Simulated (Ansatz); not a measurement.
## MoS2: single-point calculation

MoS2 (P1, 12 atoms in the cell), computed with DFT PBE+D3(BJ), scalar-relativistic, plane waves, PAW, no spin polarisation (Ansatz 0.2.0).

The structure derives from an entry of the Crystallography Open Database. It belongs to a series of runs on one base structure; here: all atoms moved at random (sigma 0.1 A a component), cell strained at random (sigma 0.05). Figures and captions count atoms from 1; the log counts them from 0 in places.

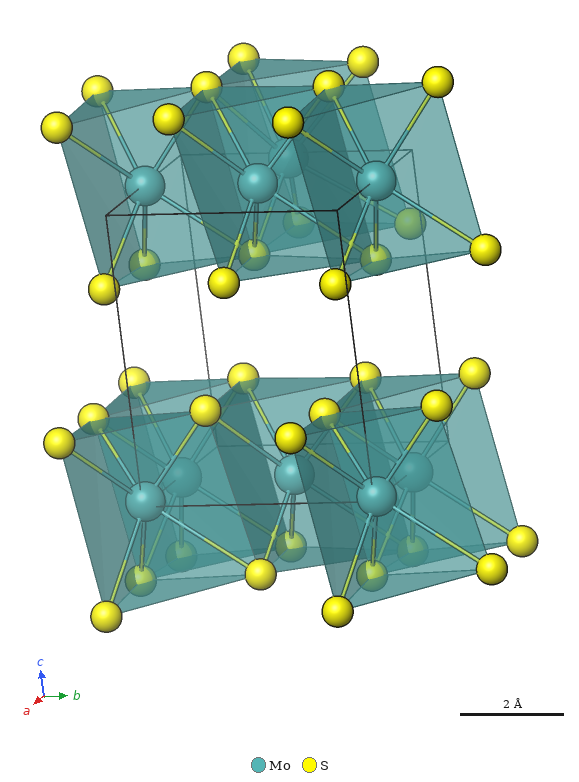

The structure as given in the input (polyhedral view of the cell of the calculation, set on other vectors, seen slightly off an axis; polyhedra are completed across the faces of the cell). An atom can appear more than once, as a periodic image.

## Key numbers

- outcome: converged
- space group (tolerance 0.01 Å): P1 (1)
- electrons treated: 104
- free energy: −27051.9285 eV
- Fermi energy: 10.916 eV
- gap on the k-point mesh: 0.49 eV
- pressure: −4.13 GPa
- largest force (length of the vector): 7.648 eV/Å
- hardware: 2 threads of Intel Xeon @ 2.50GHz (Skylake/Cascade Lake), 189 GiB of memory available, shared host
- wall time: 2 min (CPU time 4 min)
- peak memory: 1.2 GiB

## Input
```yaml
crystal:
  lattice:
    - [3.173258729, -5.5000679073, -0.3147426356]
    - [6.2251314023, -0.0700822719, 0.0107069251]
    - [3.1429783619, -1.5052346268, 6.2556119838]
  atoms:
    - { symbol: Mo, position: [0.4976921927, 0.9920141248, 0.0001423513] }
    - { symbol: Mo, position: [1.0058803603, 1.0052732452, 0.0132632776] }
    - { symbol: Mo, position: [0.4674601825, 0.5332191831, -0.0158328567] }
    - { symbol: Mo, position: [1.0070576175, 0.4941537414, -0.0023275402] }
    - { symbol: S, position: [0.7481060672, 0.2443198106, 0.2546716475] }
    - { symbol: S, position: [0.2314510032, 0.2562145187, 0.2775623957] }
    - { symbol: S, position: [0.7556864773, 0.748891825, 0.2696342189] }
    - { symbol: S, position: [0.230103433, 0.7591651467, 0.2716635423] }
    - { symbol: S, position: [0.9310223184, 0.3921227716, 0.7356308182] }
    - { symbol: S, position: [0.414660185, 0.417597506, 0.7387531039] }
    - { symbol: S, position: [0.933613415, 0.9340834205, 0.7118557699] }
    - { symbol: S, position: [0.444066748, 0.8897447064, 0.7445832714] }
basis:
  ecutwfc: 420
kpoints:
  mp_grid: { grid: [6, 6, 6] }
hamiltonian:
  xc: pbe
  dispersion: d3bj
scf:
  occupations: { method: gaussian, width: 0.05 }
output:
  forces: true
  stress: true
  eigenvalues: true
```

Launch command:
```bash
ansatz run input.yaml --threads 2 --pin off --max-ram 5120MiB --backend cpu --events-out ev --progress --plain --runs-dir out
```

## Log
```
Engine: ansatz 0.2.0, x86_64-unknown-linux-gnu
Pseudopotentials: kind: paw
Pseudopotential: Mo, paw, valence charge 14, recommended cutoff 420 eV (normal), Mo.paw.azcp
Pseudopotential: S, paw, valence charge 6, recommended cutoff 420 eV (normal), S.paw.azcp
Functional definition: PBE
  parameter kappa = 0.804
  parameter beta = 0.06672455060314922
  exchange = pbe_x(kappa = kappa, mu = beta*pi^2/3)
  correlation = pbe_c(beta = beta)
Crystal: 12 atoms, lattice volume = 215.538 Å³
Basis set: ecut = 420 eV, 4215 PW (Γ), exchange–correlation on 90×90×96 points (8 copies of the dense FFT grid, shifted against one another)
Bands: 64, of which v1, the nominal top of the filled ones, is band 52 counted from 1 (51 counted from 0)
Symmetry: 1 space group operations
Space group: P1 (ITA 1), of the structure as read, at distance tolerance 6.0e-5 Å
k-points: 112 of 216 (time reversal used)
Non-local potential: Mo, projectors of the file, l = 0: 3, l = 1: 2, l = 2: 2, l = 3: 1
Non-local potential: S, projectors of the file, l = 0: 2, l = 1: 2, l = 2: 2
PAW form: soft (Blöchl's): semilocal exchange-correlation on the pseudo side does not see the compensation charge
PAW one-centre angular grid: Mo, 590 points (default); XC on 64 Gauss nodes
PAW one-centre angular grid: S, 110 points (default); XC on 64 Gauss nodes
Initial density: superposition of atomic densities (neutral atoms: chi_scale 0, normalization atom), corrected by the library's trained network
Initial wavefunctions: pseudopotential atomic-orbital guess
Functional: x = pbe(κ = 0.804, μ = 0.2195149727645171), c = pbe(β = 0.06672455060314922)
SCF iter   1: F=—  HF=-27051.926868 eV  |F-HF|=—  |Δ(HF+E_count)|=         —  Δρ=7.87e-3  dr2=1.44e-1  ethr=1.77e-3  ⟨swp⟩=6.0  Hψ=26615  notcnv=0
preconditioner: auto → Resta (q_TF=auto, 2.416 Å⁻¹)  ε∞=9.6  [insulator: Δε(μ)=0.495 eV  Ē_g=7.318 eV  σ=0.050 eV  W_gap=1.00  n_scr=54 (ndim 8)  ℏωp=21.5 eV  f_vac=0.006  D(μ)=0.00/eV (n_scr^D=0)  ε∞_Penn≈9.6]
SCF iter   2: F=—  HF=-27051.925127 eV  |F-HF|=—  |Δ(HF+E_count)|=   1.74e-3  Δρ=4.21e-3  dr2=3.48e-2  ethr=1.38e-4  ⟨swp⟩=1.2  Hψ=8336  notcnv=0  defer=6
SCF iter   3: F=—  HF=-27051.928381 eV  |F-HF|=—  |Δ(HF+E_count)|=   3.25e-3  Δρ=5.57e-4  dr2=6.88e-4  ethr=3.35e-5  ⟨swp⟩=2.2  Hψ=9191  notcnv=0
automatic band count: iteration 3 solves 61 bands in place of 64: the levels show a gap, and the empty bands left out lie too high to hold charge; the band table lists the bands solved (type scf.n_extra_bands for more)
SCF iter   4: F=—  HF=-27051.928542 eV  |F-HF|=—  |Δ(HF+E_count)|=   1.62e-4  Δρ=1.14e-4  dr2=4.14e-5  ethr=6.61e-7  ⟨swp⟩=2.0  Hψ=10340  notcnv=0
SCF iter   5: F=—  HF=-27051.928508 eV  |F-HF|=—  |Δ(HF+E_count)|=   3.42e-5  Δρ=3.33e-5  dr2=4.46e-6  ethr=3.98e-8  ⟨swp⟩=2.0  Hψ=9699  notcnv=0  defer=114
SCF iter   6: F=—  HF=-27051.928511 eV  |F-HF|=—  |Δ(HF+E_count)|=   3.00e-6  Δρ=9.60e-6  dr2=3.35e-7  ethr=4.29e-9  ⟨swp⟩=2.0  Hψ=10522  notcnv=0  defer=203
SCF iter   7: F=-27051.928512 eV  HF=-27051.928512 eV  |F-HF|=1.80e-8  |Δ(HF+E_count)|=   3.36e-7  Δρ=2.68e-6  dr2=2.35e-8  ethr=9.62e-11  ⟨swp⟩=8.5  Hψ=27559  notcnv=0
SCF 1 converged in 7 iterations: F = -27051.928512 eV  dr2 = 2.35e-8
  greatest PAW one-centre occupation: 0.998 electrons in one spin orbital (limit 2), on the Mo atom at site 2 (counted from 0), in its partial waves of l = 0
```

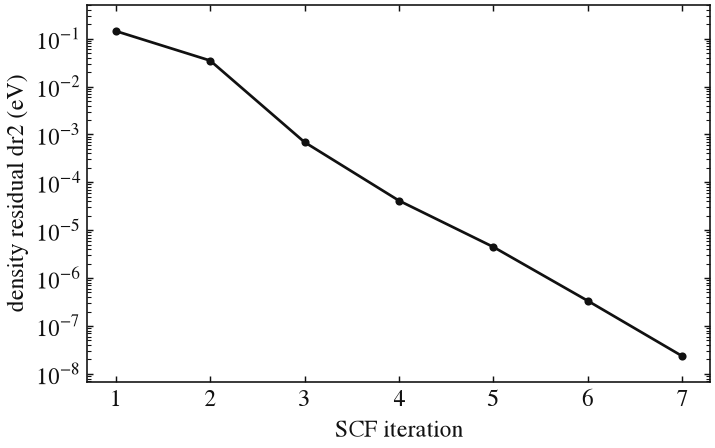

Convergence of the self-consistent field: density residual dr2 against the SCF iteration. The residual falls at every step.

```
SCF converged after 7 iterations
Free energy (F): -27051.928512 eV
Harris-Foulkes:  -27051.928512 eV  (|F-HF|=1.80e-8)
Internal energy: -27051.928512 eV  (E = F + TS)
E sigma→0 (E₀):  -27051.928512 eV
Fermi energy:    10.916170 eV
--- Per-component energies (eV) ---
  E_band       = -619.223647
  E_kinetic    = 2614.561137
  E_local      = -7641.360822  (includes V_loc(G=0)·N_el)
  E_nonlocal   = 798.734589
  E_hartree    = 2918.072614
  E_xc         = -1509.367214
  E_vxc        = -1613.829219  (∫ρ·V_xc dr)
  E_paw        = -17606.056537  (= ΣΔE_a)
  E_vpaw       = -613.474469  (= ΣTr[D̂ρ^β])
  E_aug_tail   = 0.000181  (compensation charges beyond the density's cutoff)
  E_ewald      = -6621.453606
  E_disp       = -5.058855  (pairwise vdW)
  E_smearing   = -0.000000  (= −TS)
  E_closure    = 0.000000  (closes the sum)
  Σ components = -27051.928512   (vs F -27051.928512, Δ=0.00e0)
--- Forces (eV/Å), atoms counted from 1 ---
  atom   1  Mo     1.35593821    -0.61343379     1.01279997
  atom   2  Mo    -2.47450081     1.92699422    -1.71112399
  atom   3  Mo    -3.81183236    -4.20053440     5.12996568
  atom   4  Mo     0.65837480     1.19433416    -0.35743377
  atom   5  S      0.92573544     0.10799397    -1.39295234
  atom   6  S     -0.60904307    -1.33937950    -1.98694707
  atom   7  S     -0.59557585    -0.46293259    -2.09330606
  atom   8  S     -0.08054527    -2.64566576    -0.65066219
  atom   9  S      1.88493940     1.30786400     0.78078927
  atom  10  S     -0.39590024     1.16946224     0.84956907
  atom  11  S     -0.32992042     0.70876926     2.99798934
  atom  12  S      3.47233613     2.84651972    -2.57866827
  max |Σ_I F_I| component: 1.96e-5 eV/Å
--- Stress (GPa, compression-positive) ---
        1.563390       3.046691      -5.762774
        3.046691      -1.550187     -13.790666
       -5.762774     -13.790666     -12.407196
  P = ⅓ Tr σ = -4.1313 GPa (-41.313 kbar)
--- Band table (eV; the first three rows and the last of 112) ---
  k-point 0: bands = ["-50.6851", "-50.6465", "-50.6329", "-50.6144", "-25.0822", "-24.9786", "-24.9175", "-24.8709", "-24.8058", "-24.7632", "-24.7383", "-24.6907", "-24.6468", "-24.5852", "-24.5456", "-24.5006", "-3.9940", "-2.6310", "-2.1779", "-1.8743", "-1.8499", "-1.7288", "-1.5688", "-1.3795", "4.0796", "4.4140", "4.5164", "4.5859", "5.0760", "5.0883", "5.2873", "6.0935", "6.3285", "6.5252", "7.0012", "7.2444", "7.3862", "7.5289", "7.6898", "7.9734", "8.1228", "8.3455", "8.7696", "9.0411", "9.1837", "9.2158", "9.6058", "9.6470", "9.8083", "9.8512", "9.9044", "10.1740", "11.8287", "12.2741", "12.4102", "12.5154", "12.6850", "12.7905", "12.9672", "13.0592", "13.1613"]
  k-point 1: bands = ["-50.6851", "-50.6465", "-50.6329", "-50.6144", "-25.0822", "-24.9786", "-24.9175", "-24.8709", "-24.8058", "-24.7632", "-24.7383", "-24.6907", "-24.6468", "-24.5852", "-24.5456", "-24.5006", "-3.9319", "-2.7252", "-2.1706", "-1.8923", "-1.8566", "-1.7197", "-1.5679", "-1.3794", "4.2480", "4.3905", "4.4921", "4.5784", "5.0783", "5.1314", "5.2861", "6.1304", "6.2508", "6.4455", "7.0493", "7.2552", "7.4101", "7.5324", "7.7512", "7.9560", "8.0885", "8.2765", "8.6102", "9.0516", "9.1760", "9.2821", "9.4872", "9.7302", "9.7845", "9.8684", "9.9541", "10.3547", "11.8576", "12.2767", "12.4213", "12.5104", "12.7154", "12.7506", "12.8947", "13.0553", "13.1669"]
  k-point 2: bands = ["-50.6851", "-50.6465", "-50.6329", "-50.6144", "-25.0822", "-24.9786", "-24.9175", "-24.8710", "-24.8058", "-24.7632", "-24.7384", "-24.6907", "-24.6468", "-24.5852", "-24.5456", "-24.5006", "-3.7687", "-2.9559", "-2.1469", "-1.9306", "-1.8658", "-1.7049", "-1.5678", "-1.3786", "4.2983", "4.3965", "4.4631", "4.8092", "5.1083", "5.2429", "5.4222", "6.0168", "6.2015", "6.3097", "7.0509", "7.1455", "7.2287", "7.4712", "7.8412", "7.9894", "8.1284", "8.2764", "8.4865", "9.0650", "9.2089", "9.3526", "9.4513", "9.6870", "9.7847", "9.9644", "10.0341", "10.5912", "11.8859", "12.2461", "12.4279", "12.4931", "12.6450", "12.7016", "12.7398", "13.0226", "13.1328"]
  k-point 111: bands = ["-50.6713", "-50.6552", "-50.6386", "-50.6138", "-25.0186", "-24.9029", "-24.8711", "-24.8159", "-24.7919", "-24.7796", "-24.7638", "-24.7330", "-24.6876", "-24.6668", "-24.5574", "-24.5487", "-3.2234", "-2.8974", "-2.4813", "-2.2301", "-2.0105", "-1.8243", "-1.6135", "-1.4196", "4.9623", "5.0409", "5.1222", "5.3577", "5.4111", "5.6572", "6.1717", "6.3117", "6.5329", "6.5654", "6.6560", "6.7434", "6.9172", "7.0082", "7.2652", "7.5453", "7.7859", "8.1954", "8.3046", "8.4131", "8.5218", "8.7795", "9.1609", "9.2863", "9.6470", "9.8108", "9.9102", "10.2433", "11.4168", "11.5674", "11.8604", "12.1169", "12.3686", "12.5151", "12.8185", "12.9012", "13.0158"]
```

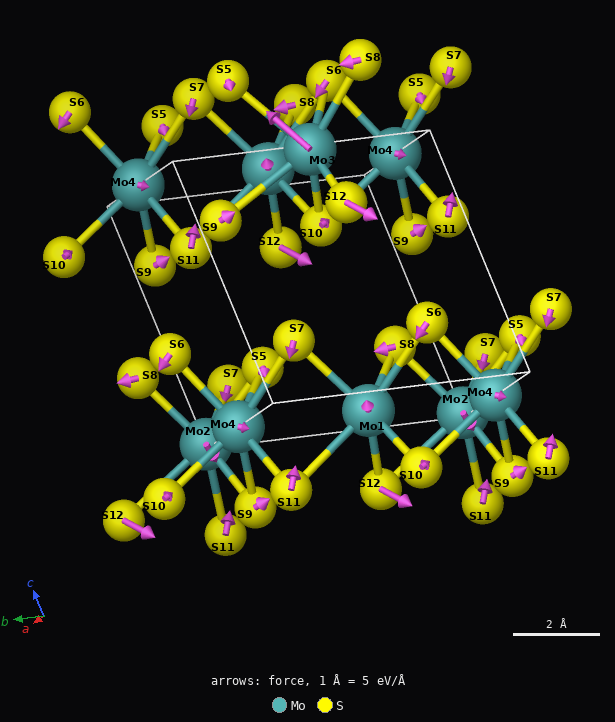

Forces on the atoms as pink arrows (ball-and-stick view of the cell of the calculation, set on other vectors, seen at an oblique angle; bonded neighbours outside the cell are drawn too; atoms are numbered from 1 in the order of the input). The largest act on Mo3 (7.65 eV/Å); S12 (5.18 eV/Å); Mo2 (3.57 eV/Å); S11 (3.10 eV/Å), among others. The geometry is not a stationary point of this energy.

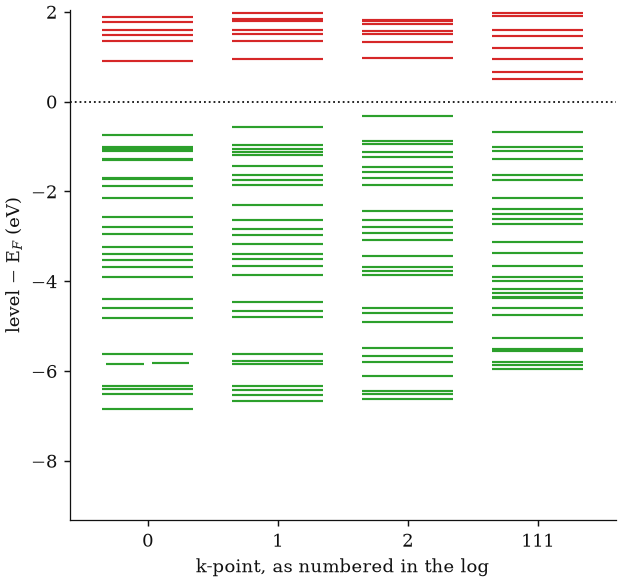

Kohn–Sham levels near the Fermi level (dotted) at the few k-points that the log prints; levels within 0.02 eV of each other stand side by side. Among these points the highest filled and lowest empty levels are 0.83 eV apart; the gap on the full mesh, 0.49 eV, has an edge at a point that isn't printed.
